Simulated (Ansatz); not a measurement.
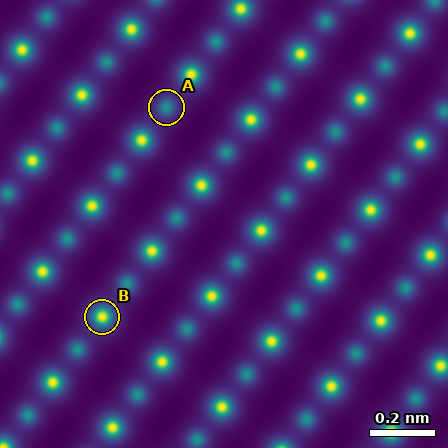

Map of the projected electrostatic potential of Mo (P6/mmm, No. 191) along [210]. Computed as the sum of neutral-atom potentials (tabulated electron scattering factors, B = 0.3 Å²) projected along the beam and smoothed by 0.25 Å; brighter is more positive. Atomic positions: the geometry given to an electronic-structure calculation, possibly off equilibrium; the starting structure was generated, so it need not be a known form of this composition.

```cif
data_structure
_symmetry_space_group_name_H-M 'P 1'
_symmetry_Int_Tables_number 1
_cell_length_a 4.6841
_cell_length_b 4.6841
_cell_length_c 2.5717
_cell_angle_alpha 90.000
_cell_angle_beta 90.000
_cell_angle_gamma 120.000
_cell_volume 48.87
loop_
_atom_site_label
_atom_site_type_symbol
_atom_site_fract_x
_atom_site_fract_y
_atom_site_fract_z
_atom_site_occupancy
Mo1 Mo 0.00000 0.00000 0.00000 1
Mo2 Mo 0.33333 0.66667 0.50000 1
Mo3 Mo 0.66667 0.33333 0.50000 1
```

> Assign the marked columns.

A: Mo (1 Mo per 8.11 Å along the beam; about 50 % of the brightest peak). B: Mo (2 Mo per 8.11 Å along the beam; the brightest kind). Brightness is counted from the darkest point of the image.
